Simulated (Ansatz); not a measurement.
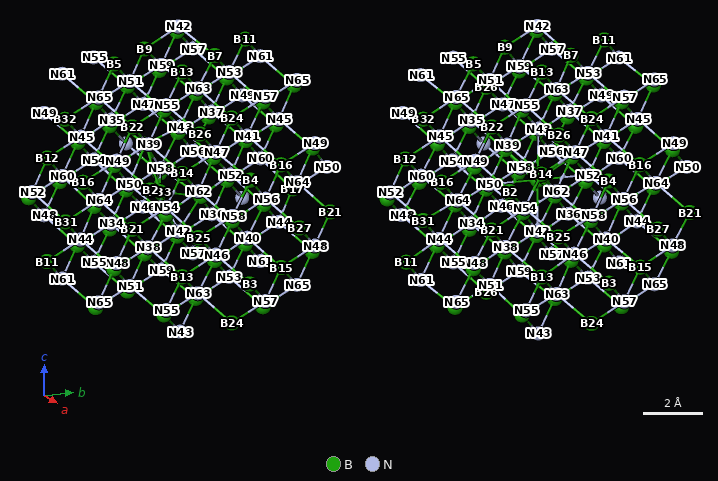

Two geometries of a defect cell of composition B33N32 (cell charge +2), drawn at one scale. One is the start of a relaxation, the other its converged end. Style: ball-and-stick. Shown: the atoms within 5.8 Å of the atom that moves most (axes of the cell of the calculation (origin shifted)), slightly off an axis.

The calculation used Ansatz 0.2.0, DFT, PBEsol, PAW, plane waves. (plane-wave cutoff 420 eV; k-point mesh 1 × 1 × 1; mesh shifted by (0.25, 0.25, 0.25); collinear spin; atoms relaxed in a fixed cell; force threshold 0.03 eV/Å; at most 80 steps)

Which geometry has the lower energy?

Answer. The left one is the relaxed one. The energy falls by 5.920 eV per cell of the calculation in 7 geometry steps. The largest force component goes from 5 to 0.025 eV/Å. A B atom moves most: 0.86 Å along [−1 −1 −1]. By element the largest moves are B 0.86 Å, N 0.08 Å. The cell doesn't change. Some distances before and after: B–B 1.603 → 2.469 Å, B–N 1.804 → 2.485 Å, B–B 2.982 → 2.323 Å, B–N 1.843 → 2.485 Å. Bonds break, among them: B–B (1.60 → 2.47 Å). Among the angles between lasting bonds that change: B–B–N 127.2° → 170.9°, B–B–N 127.6° → 170.9°, B–B–N 177.0° → 138.3°.

Limits of the set-up: the periodic images lie only 7.2 Å apart, so the values are limited by the cell's size; the cell is charged, on a uniform background, and energies carry no finite-size correction.
